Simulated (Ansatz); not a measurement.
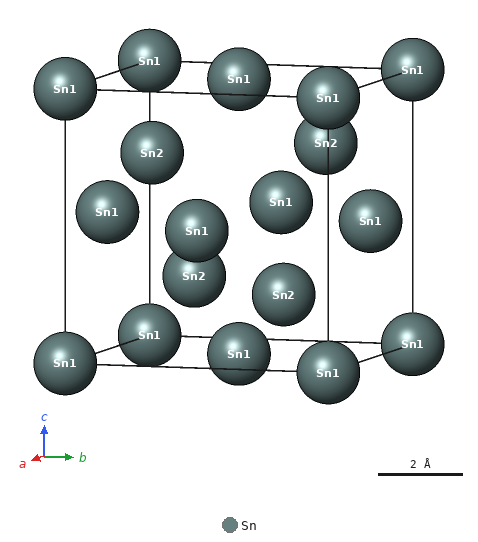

The input geometry (spheres-only view of the cell 4 times as large as that of the calculation, set on its symmetry axes, seen slightly off an axis; atoms are numbered from 1 in the order of the input).

Geometry relaxation, with input and output: Sn

The run: geometry relaxation of Sn (2 atoms in the cell). Method and program: DFT, PBE, plane waves, PAW, no spin polarisation (Ansatz 0.2.0).

The structure derives from an entry of the Crystallography Open Database. Figures and captions count atoms from 1; the log counts them from 0 in places.

**Input file**
```yaml
crystal:
  lattice:
    - [0.0, 3.3278940459, 3.3278940459]
    - [3.3278940459, 0.0, 3.3278940459]
    - [3.3278940459, 3.3278940459, 0.0]
  atoms:
    - { symbol: Sn, position: [0.0, 0.0, 0.0] }
    - { symbol: Sn, position: [0.25, 0.25, 0.25] }
basis:
  ecutwfc: 420
kpoints:
  mp_grid: { grid: [4, 4, 4] }
hamiltonian:
  xc: pbe
scf:
  occupations: { method: gaussian, width: 0.1 }
output:
  forces: true
  stress: true
  eigenvalues: true
  write_density: true
  write_potential: true
  elf: true
  volumetric_format: npy
relax:
  adjacent_minimum: "off"
  f_tol: 0.005
  max_steps: 80
  cell: { stress_tol: 0.05 }
```

Machine: 1 thread of Arm Neoverse V1, 24 GiB of memory available, shared host.

Run as:
```bash
ansatz run input.yaml --threads 1 --pin off --max-ram 2560MiB --backend cpu --events-out ev --progress --plain --runs-dir out
```

**Log**
```
Engine: ansatz 0.2.0, aarch64-unknown-linux-gnu
Pseudopotentials: kind: paw
Pseudopotential: Sn, paw, valence charge 14, recommended cutoff 420 eV (normal), Sn.paw.azcp
Functional definition: PBE
  parameter kappa = 0.804
  parameter beta = 0.06672455060314922
  exchange = pbe_x(kappa = kappa, mu = beta*pi^2/3)
  correlation = pbe_c(beta = beta)
Crystal: 2 atoms, lattice volume = 73.712 Å³
Basis set: ecut = 420 eV, 1459 PW (Γ), exchange–correlation on 64×64×64 points (8 copies of the dense FFT grid, shifted against one another)
Bands: 18, of which v1, the nominal top of the filled ones, is band 14 counted from 1 (13 counted from 0)
Symmetry: 48 space group operations
Space group: Fd-3m (ITA 227), of the structure as read, at distance tolerance 4.2e-5 Å
k-points: 8 of 64
Non-local potential: Sn, projectors of the file, l = 0: 2, l = 1: 2, l = 2: 2, l = 3: 2
PAW form: soft (Blöchl's): semilocal exchange-correlation on the pseudo side does not see the compensation charge
PAW one-centre angular grid: Sn, 590 points (default); XC on 64 Gauss nodes
Initial density: superposition of atomic densities (neutral atoms: chi_scale 0, normalization atom), corrected by the library's trained network
Initial wavefunctions: pseudopotential atomic-orbital guess
Functional: x = pbe(κ = 0.804, μ = 0.2195149727645171), c = pbe(β = 0.06672455060314922)
SCF iter   1: F=—  HF=-12048.253314 eV  |F-HF|=—  |Δ(HF+E_count)|=         —  Δρ=7.13e-4  dr2=1.53e-4  ethr=1.77e-3  ⟨swp⟩=5.8  Hψ=741  notcnv=0
preconditioner: auto → none  [insulator: Δε(μ)=0.452 eV  Ē_g=19.819 eV  σ=0.100 eV  W_gap=0.50  n_scr=14 (ndim 8)  ℏωp=22.9 eV  f_vac=0.121  D(μ)=0.71/eV (n_scr^D=0)  ε∞_Penn≈2.3]
SCF iter   2: F=—  HF=-12048.252316 eV  |F-HF|=—  |Δ(HF+E_count)|=   9.98e-4  Δρ=4.09e-4  dr2=1.07e-4  ethr=5.46e-7  ⟨swp⟩=2.2  Hψ=325  notcnv=0
SCF iter   3: F=—  HF=-12048.252340 eV  |F-HF|=—  |Δ(HF+E_count)|=   2.38e-5  Δρ=1.52e-4  dr2=1.01e-5  ethr=3.84e-7  ⟨swp⟩=2.0  Hψ=255  notcnv=0
SCF iter   4: F=—  HF=-12048.252375 eV  |F-HF|=—  |Δ(HF+E_count)|=   3.55e-5  Δρ=8.63e-5  dr2=3.50e-6  ethr=3.61e-8  ⟨swp⟩=2.0  Hψ=255  notcnv=0
SCF iter   5: F=—  HF=-12048.252375 eV  |F-HF|=—  |Δ(HF+E_count)|=   6.08e-8  Δρ=4.18e-5  dr2=8.62e-7  ethr=1.25e-8  ⟨swp⟩=3.0  Hψ=262  notcnv=0
SCF iter   6: F=-12048.252375 eV  HF=-12048.252375 eV  |F-HF|=9.95e-9  |Δ(HF+E_count)|=   3.32e-7  Δρ=4.59e-6  dr2=9.86e-9  ethr=3.57e-10  ⟨swp⟩=7.2  Hψ=968  notcnv=0
SCF 1 converged in 6 iterations: F = -12048.252375 eV  dr2 = 9.86e-9
  greatest PAW one-centre occupation: 0.990 electrons in one spin orbital (limit 2), on the Sn atom at site 1 (counted from 0), in its partial waves of l = 2
relax step   1: F+E_penalty+E_count = -12048.25237472 eV  Δ(F+E_penalty+E_count) = +0.000e0 eV  max|allowed force component| = 6.939e-18 eV/Å  Δτ_max = 0.0000 Å  P = +0.525 GPa  Ω = 73.712 Å³  (6 SCF iters, dr2 threshold 1.00e-7 eV, accepted)
Crystal: 2 atoms, lattice volume = 75.132 Å³
Initial density: handed on by an earlier stage of this run
Initial wavefunctions: those handed on with the density
iter 1 solved again at ethr=1.01e-6 eV; its pass at ethr=3.10e-3 eV (dr2=2.84e-4 eV) is discarded
SCF iter   1: F=—  HF=-12048.253655 eV  |F-HF|=—  |Δ(HF+E_count)|=         —  Δρ=4.94e-4  dr2=2.18e-4  ethr=1.01e-6  ⟨swp⟩=3.4  Hψ=943  notcnv=0
preconditioner: auto → none  [insulator: Δε(μ)=0.402 eV  Ē_g=19.763 eV  σ=0.100 eV  W_gap=0.50  n_scr=14 (ndim 8)  ℏωp=22.7 eV  f_vac=0.129  D(μ)=0.71/eV (n_scr^D=0)  ε∞_Penn≈2.3]
SCF iter   2: F=—  HF=-12048.253693 eV  |F-HF|=—  |Δ(HF+E_count)|=   3.85e-5  Δρ=2.47e-4  dr2=4.94e-5  ethr=7.79e-7  ⟨swp⟩=1.5  Hψ=149  notcnv=0
SCF iter   3: F=—  HF=-12048.253720 eV  |F-HF|=—  |Δ(HF+E_count)|=   2.71e-5  Δρ=2.57e-5  dr2=2.75e-7  ethr=1.76e-7  ⟨swp⟩=2.0  Hψ=175  notcnv=0
SCF iter   4: F=-12048.253721 eV  HF=-12048.253721 eV  |F-HF|=3.20e-8  |Δ(HF+E_count)|=   4.16e-7  Δρ=7.58e-6  dr2=3.55e-8  ethr=7.14e-10  ⟨swp⟩=11.0  Hψ=1093  notcnv=0
SCF 2 converged in 4 iterations: F = -12048.253721 eV  dr2 = 3.55e-8
relax step   2: F+E_penalty+E_count = -12048.25372082 eV  Δ(F+E_penalty+E_count) = -1.346e-3 eV  max|allowed force component| = 1.850e-17 eV/Å  Δτ_max = 0.0000 Å  P = -0.162 GPa  Ω = 75.132 Å³  energy of the carried Pulay correction = -2.046e-4 eV  (4 SCF iters, dr2 threshold 2.00e-7 eV, accepted)
Crystal: 2 atoms, lattice volume = 74.792 Å³
iter 1 solved again at ethr=1.47e-7 eV; its pass at ethr=3.10e-3 eV (dr2=4.13e-5 eV) is discarded
SCF iter   1: F=—  HF=-12048.253946 eV  |F-HF|=—  |Δ(HF+E_count)|=         —  Δρ=1.19e-4  dr2=1.22e-5  ethr=1.47e-7  ⟨swp⟩=3.0  Hψ=873  notcnv=0
preconditioner: auto → none  [insulator: Δε(μ)=0.411 eV  Ē_g=19.778 eV  σ=0.100 eV  W_gap=0.50  n_scr=14 (ndim 8)  ℏωp=22.7 eV  f_vac=0.124  D(μ)=0.71/eV (n_scr^D=0)  ε∞_Penn≈2.3]
SCF iter   2: F=—  HF=-12048.253945 eV  |F-HF|=—  |Δ(HF+E_count)|=   1.59e-7  Δρ=5.82e-5  dr2=2.63e-6  ethr=4.36e-8  ⟨swp⟩=1.2  Hψ=146  notcnv=0
SCF iter   3: F=-12048.253947 eV  HF=-12048.253947 eV  |F-HF|=7.72e-9  |Δ(HF+E_count)|=   1.12e-6  Δρ=6.71e-6  dr2=1.89e-8  ethr=2.34e-10  ⟨swp⟩=8.5  Hψ=1047  notcnv=0
SCF 3 converged in 3 iterations: F = -12048.253947 eV  dr2 = 1.89e-8
relax step   3: F+E_penalty+E_count = -12048.25394661 eV  Δ(F+E_penalty+E_count) = -2.258e-4 eV  max|allowed force component| = 6.014e-17 eV/Å  Δτ_max = 0.0000 Å  P = -0.004 GPa  Ω = 74.792 Å³  energy of the carried Pulay correction = -1.560e-4 eV  (3 SCF iters, dr2 threshold 6.56e-8 eV, accepted)
Initial wavefunctions: pseudopotential atomic-orbital guess (no wavefunctions were taken with the density)
iter 1 solved again at ethr=4.15e-7 eV; its pass at ethr=3.10e-3 eV (dr2=1.16e-4 eV) is discarded
SCF iter   1: F=—  HF=-12048.254050 eV  |F-HF|=—  |Δ(HF+E_count)|=         —  Δρ=7.19e-6  dr2=1.44e-8  ethr=4.15e-7  ⟨swp⟩=2.8  Hψ=1078  notcnv=0
eigensolver tolerance schedule: the retry pair's looser diagonalisation over-reported the residual by 8092.20 of it (diagonalisation noise at an unbounded share of the residual, at the tolerance the schedule requests for it); recorded, not acted on — ethr = c·dr2/N_el stays at c = 1.0e-1
preconditioner: auto → none  [insulator: Δε(μ)=0.411 eV  Ē_g=19.778 eV  σ=0.100 eV  W_gap=0.50  n_scr=14 (ndim 8)  ℏωp=22.7 eV  f_vac=0.125  D(μ)=0.71/eV (n_scr^D=0)  ε∞_Penn≈2.3]
SCF iter   2: F=—  HF=-12048.254044 eV  |F-HF|=—  |Δ(HF+E_count)|=   5.85e-6  Δρ=4.14e-6  dr2=4.97e-9  ethr=5.13e-11  ⟨swp⟩=3.1  Hψ=318  notcnv=0
SCF iter   3: F=—  HF=-12048.254044 eV  |F-HF|=—  |Δ(HF+E_count)|=   1.48e-8  Δρ=1.02e-6  dr2=6.13e-10  ethr=1.78e-11  ⟨swp⟩=2.0  Hψ=255  notcnv=0
SCF iter   4: F=—  HF=-12048.254044 eV  |F-HF|=—  |Δ(HF+E_count)|=  1.31e-10  Δρ=2.08e-7  dr2=3.75e-11  ethr=2.19e-12  ⟨swp⟩=2.0  Hψ=255  notcnv=0
SCF iter   5: F=-12048.254044 eV  HF=-12048.254044 eV  |F-HF|=0.00e0  |Δ(HF+E_count)|=  2.18e-11  Δρ=6.74e-8  dr2=2.27e-12  ethr=1.00e-12  ⟨swp⟩=6.5  Hψ=691  notcnv=0
SCF 4 converged in 5 iterations: F = -12048.254044 eV  dr2 = 2.27e-12
relax step   4: F+E_penalty+E_count = -12048.25404374 eV  Δ(F+E_penalty+E_count) = -9.714e-5 eV  max|allowed force component| = 4.857e-17 eV/Å  Δτ_max = 0.0000 Å  P = -0.005 GPa  Ω = 74.792 Å³  stress off target by 4.95e-3 GPa  SCF on the basis re-selected at this cell (its energy is not comparable with the rows above)  (5 SCF iters)
```

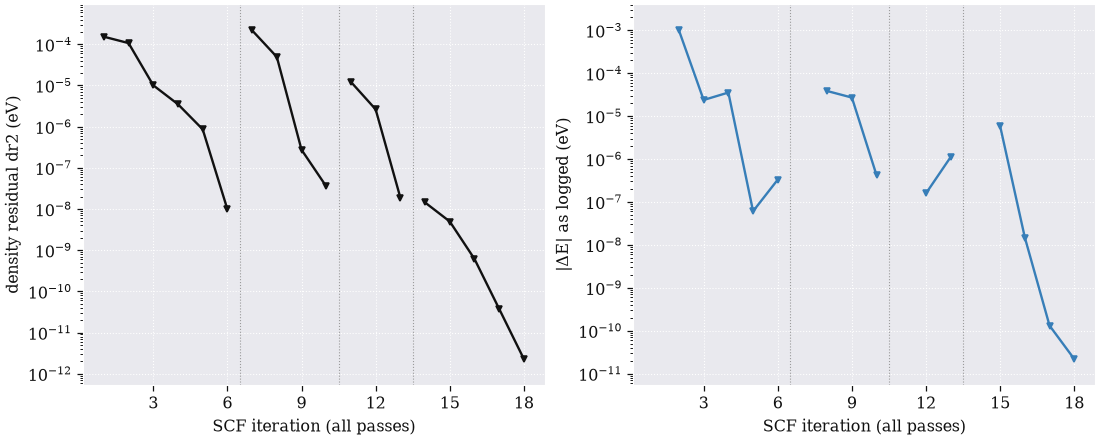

Convergence of the self-consistent field: density residual dr2 and size of the energy change against the SCF iteration. The dotted lines part the SCF passes of the relaxation: geometry steps, rejected trials and re-solves on a re-selected basis. The passes take 6, 4, 3 and 5 iterations.

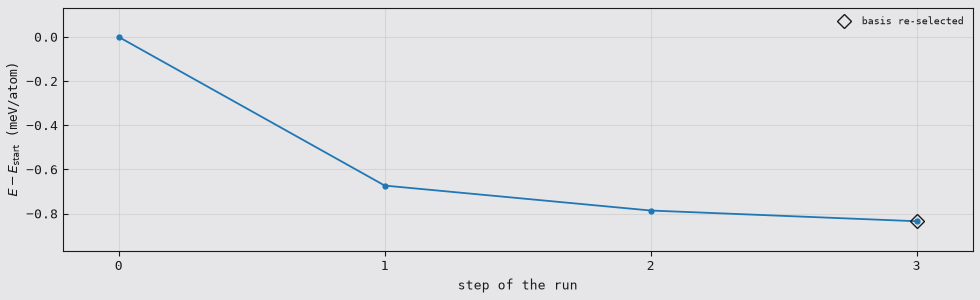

Progress of the relaxation, step by step (the first geometry is step 0 here and step 1 in the log). After 2 geometry steps the energy has fallen by 0.8 meV per atom. All forces vanish by symmetry, so only the cell relaxes. The pressure goes from 0.52 to 0.00 GPa. No atom moves by more than 0.005 Å relative to the cell. The volume changes by +1.5 %, with a = b = c 6.656 → 6.688 Å (+0.5 %). Among the contacts that change: Sn1–Sn2 2.882 → 2.896 Å. The space group stays Fd-3m (No. 227). A last SCF at the same geometry on a re-selected plane-wave basis shifts the energy by next to nothing (0.0 meV per atom). (Atoms are counted from 1 in the order of the input.)

```
basis re-selected at this cell: Δ(F+E_penalty+E_count) = -9.714e-5 eV, ΔP = -0.001 GPa vs the last step (what re-selecting the basis moved, of the pressure what is left beyond the Pulay correction that the steps carried, after the strain that the cell walked since its last selection, with what the two solves' SCF thresholds leave and, on support functions, any second-order correction that the steps lacked; it is no measure of the basis error at this ecutwfc). This SCF's stress stands 4.95e-3 GPa from its target on what of the cell is left free (relax.cell.stress_tol is 5.00e-2 GPa) and its largest allowed force component is 4.86e-17 eV/Å (relax.f_tol is 5.00e-3 eV/Å): within both
SCF converged after 5 iterations
Free energy (F): -12048.254044 eV
Harris-Foulkes:  -12048.254044 eV  (|F-HF|=0.00e0)
Internal energy: -12048.250513 eV  (E = F + TS)
E sigma→0 (E₀):  -12048.252279 eV
Entropy (-TS):   -0.003530 eV (-1.765 meV/atom)
Fermi energy:    6.592643 eV
--- Per-component energies (eV) ---
  E_band       = -273.110319
  E_kinetic    = 373.107237
  E_local      = -2413.612152  (includes V_loc(G=0)·N_el)
  E_nonlocal   = -64.159016
  E_hartree    = 1368.297426
  E_xc         = -763.389641
  E_vxc        = -190.025462  (∫ρ·V_xc dr)
  E_paw        = -8275.313925  (= ΣΔE_a)
  E_vpaw       = -715.015801  (= ΣTr[D̂ρ^β])
  E_aug_tail   = -0.000001  (compensation charges beyond the density's cutoff)
  E_ewald      = -2273.180441
  E_smearing   = -0.003530  (= −TS)
  E_closure    = 0.000000  (closes the sum)
  Σ components = -12048.254044   (vs F -12048.254044, Δ=0.00e0)
--- Forces (eV/Å), atoms counted from 1 ---
  atom   1  Sn    -0.00000000    -0.00000000    -0.00000000
  atom   2  Sn     0.00000000     0.00000000     0.00000000
  max |Σ_I F_I| component: 3.24e-17 eV/Å
--- Stress (GPa, compression-positive) ---
       -0.004953      -0.000000      -0.000000
       -0.000000      -0.004953      -0.000000
       -0.000000       0.000000      -0.004953
  P = ⅓ Tr σ = -0.0050 GPa (-0.050 kbar)
--- Band table (eV; the first three rows and the last of 8) ---
  k-point 0: bands = ["-14.7524", "-14.7524", "-14.7524", "-14.7053", "-14.7053", "-14.4617", "-14.4617", "-14.4617", "-14.4616", "-14.4616", "-3.2703", "5.5208", "6.8468", "6.8468", "6.8468", "8.8942", "8.8942", "8.8942"]
  k-point 1: bands = ["-14.7724", "-14.7724", "-14.7417", "-14.6747", "-14.6747", "-14.5005", "-14.5005", "-14.4746", "-14.4294", "-14.4294", "-2.7383", "2.7769", "6.1812", "6.1812", "6.9384", "9.7234", "9.7234", "10.9254"]
  k-point 2: bands = ["-14.7811", "-14.7811", "-14.7301", "-14.6580", "-14.6580", "-14.5142", "-14.5142", "-14.4883", "-14.4198", "-14.4198", "-1.8216", "0.7719", "5.7714", "5.7714", "6.5927", "9.9387", "9.9387", "12.4593"]
  k-point 7: bands = ["-14.8064", "-14.8064", "-14.6406", "-14.6406", "-14.5880", "-14.5880", "-14.5540", "-14.5540", "-14.3912", "-14.3912", "-0.4207", "-0.4207", "4.0750", "4.0750", "9.9136", "9.9136", "10.7608", "10.7608"]
--- Relaxed structure (3 steps of the walk, 3 accepted, 1 SCFs on fresh bases) ---
  F+E_penalty+E_count = -12048.25404374 eV   max|allowed force component| = 4.857e-17 eV/Å   (the final SCF, on the basis selected at the relaxed cell)
  cell:  # Å, volume = 74.7918 Å³
    - [-1.671918948293866e-34, 3.3440646019616835, 3.3440646019616835]
    - [3.3440646019616835, 4.585834829606032e-34, 3.3440646019616835]
    - [3.3440646019616835, 3.3440646019616835, 6.990213507628639e-34]
  atoms:
    - { symbol: Sn, position: [-2.3510635528533444e-35, 2.3510635528533444e-35, -1.2659572976902622e-35] }
    - { symbol: Sn, position: [0.24999999999999997, 0.24999999999999997, 0.24999999999999997] }
```

**Trajectory as extended XYZ (Å, eV, eV/Å), 4 frames, from step=1 to step=4**
```
2
Lattice="0.0000 3.3279 3.3279 3.3279 0.0000 3.3279 3.3279 3.3279 0.0000" Properties=species:S:1:pos:R:3:forces:R:3 step=1 energy=-12048.25238 pressure_GPa=0.52
Sn    0.0000    0.0000    0.0000    0.0000   0.0000   0.0000
Sn    1.6639    1.6639    1.6639    0.0000   0.0000   0.0000
2
Lattice="0.0000 3.3491 3.3491 3.3491 0.0000 3.3491 3.3491 3.3491 0.0000" Properties=species:S:1:pos:R:3:forces:R:3 step=2 energy=-12048.25372 pressure_GPa=-0.16
Sn    0.0000    0.0000    0.0000    0.0000   0.0000   0.0000
Sn    1.6746    1.6746    1.6746    0.0000   0.0000   0.0000
2
Lattice="0.0000 3.3441 3.3441 3.3441 0.0000 3.3441 3.3441 3.3441 0.0000" Properties=species:S:1:pos:R:3:forces:R:3 step=3 energy=-12048.25395 pressure_GPa=-0.00
Sn    0.0000    0.0000    0.0000    0.0000   0.0000   0.0000
Sn    1.6720    1.6720    1.6720    0.0000   0.0000   0.0000
2
Lattice="0.0000 3.3441 3.3441 3.3441 0.0000 3.3441 3.3441 3.3441 0.0000" Properties=species:S:1:pos:R:3:forces:R:3 step=4 energy=-12048.25404 pressure_GPa=-0.00
Sn    0.0000    0.0000    0.0000    0.0000   0.0000   0.0000
Sn    1.6720    1.6720    1.6720    0.0000   0.0000   0.0000
```

**Results in brief**

| quantity | value |
| --- | --- |
| outcome | converged |
| space group (tolerance 0.01 Å) | Fd-3m (227) |
| electrons treated | 28 |
| free energy | −12048.2540 eV |
| Fermi energy | 6.593 eV |
| gap on the k-point mesh | none (metallic) |
| pressure | 0.00 GPa |
| final volume | 74.79 Å³ |
| largest force (length of the vector) at the end | under 0.001 eV/Å |
| final cell | a = 4.729 Å, b = 4.729 Å, c = 4.729 Å, α = 60.00°, β = 60.00°, γ = 60.00° |
| wall time | 4.1 s |
| peak memory | 0.29 GiB |

**Remarks**

These settings are looser than, or depart from, a standard set-up, so the numbers are not reference values for this system.
